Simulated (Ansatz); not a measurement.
System: Ge, space group Fm-3m (No. 225).

The given structure:
```xyz
1
Lattice="0.0000 2.0984 2.0984 2.0984 0.0000 2.0984 2.0984 2.0984 0.0000" Properties=species:S:1:pos:R:3 pbc="T T T"
Ge    0.0000    0.0000    0.0000
```

Computed with Ansatz 0.2.0: deformation of a crystal at fixed volume, lengths along the axis scaled against those across it, fractional coordinates fixed, by plane-wave density functional theory with PAW datasets, free energies less that of the undisturbed cell, pressure positive in compression; scalar-relativistic. Level: r2SCAN, no spin polarisation.

wave cutoff 500 eV; k mesh 22×22×22; occupations Gaussian; smearing width 0.15 eV; k shift (0, 0, 0) (mesh steps); start as given; path trigonal; axis direction (0.5774, 0.5774, 0.5774) (Cartesian unit vector).

Predict the energy change and pressure against relative axial ratio. The relative axial ratio takes the values 0.50, 0.71, 1.00, 1.41, 2.00.

The energy change rises from −221 meV/atom at relative axial ratio 0.50 to 1264 meV/atom at 2.00. The pressure goes from 3.4 GPa at relative axial ratio 0.50 to 43.6 GPa at 2.00, not monotonically, with a low of 2.2 GPa at 1.00.

| axial ratio relative to the start | energy change (meV/atom) | pressure (GPa) |
| --- | --- | --- |
| 0.50 | −221 | 3.4 |
| 0.71 | −15 | 3.8 |
| 1.00 | 0 | 2.2 |
| 1.41 | 232 | 10.5 |
| 2.00 | 1264 | 43.6 |

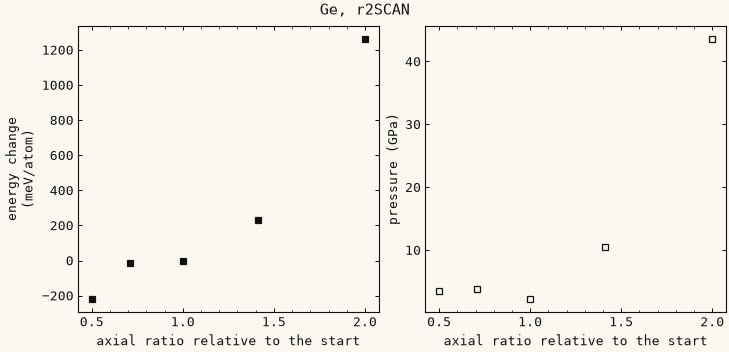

Note: reference crystal is not relaxed.
